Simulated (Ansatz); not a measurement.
# Does disorder add resistance in series? Cu(111) layers with 50 % Ru

Two lengths of the disordered region are known. What area resistance does the third give?

**Method.** Ansatz 0.2.0, plane waves with PAW datasets at their recommended cutoffs (420 eV for most), Fermi-Dirac smearing; ballistic transmission by layer matching. The area resistance is RA = A (h/2e²)(1/T − 1/N), with T the zone-mean transmission per spin and N the lead's channels, both averaged over a few energies near the Fermi level; for magnets each spin is taken apart, with h/e², and the two conduct in parallel. Lateral cell 2x2, PBE, a fresh random draw for each length.

The runs, with one result withheld:

```tsv
length (Å)	channels N	RA (fΩ m²)
8.35	3.210	1.35
16.7	3.197	2.79
25.0	3.210	?
```

**Estimate by hand.**

Ohm's law makes RA linear in the length: the slope is (2.79 − 1.35)/(16.7 − 8.35) = 0.171 fΩ m² per Å, or 171 µΩ cm. Then 2.79 + 0.171 × 8.35. Predicted: 4.22 fΩ m².

Check against the run:

3.36 fΩ m², so the prediction is 25 % too high. The three lengths together give 120 µΩ cm. Single draws scatter; these runs don't part the causes of the miss, and leave the question open.

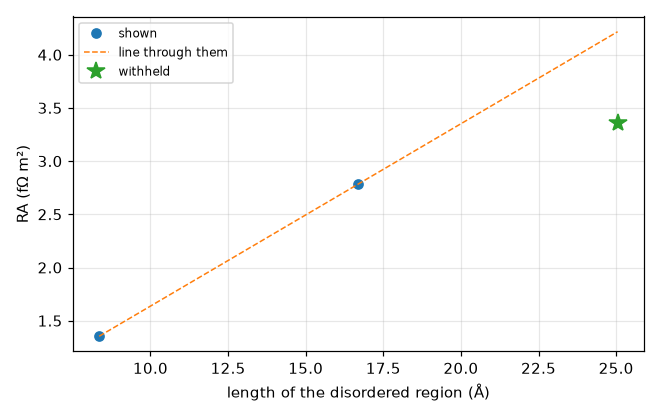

Area resistance against length.

Caveats: The scatterers repeat sideways with the small cell. The slope is a raw one; a model of isotropic scattering puts it 1.00 times the bulk value over these lengths. Atoms sit unrelaxed on the host's lattice, and the pair may not mix at random in practice.

[Logs are printed without paths, hosts, clocks, repeated set-up lines and the standing remarks that a program may print on its own settings, such as how far it seeks lower states.]
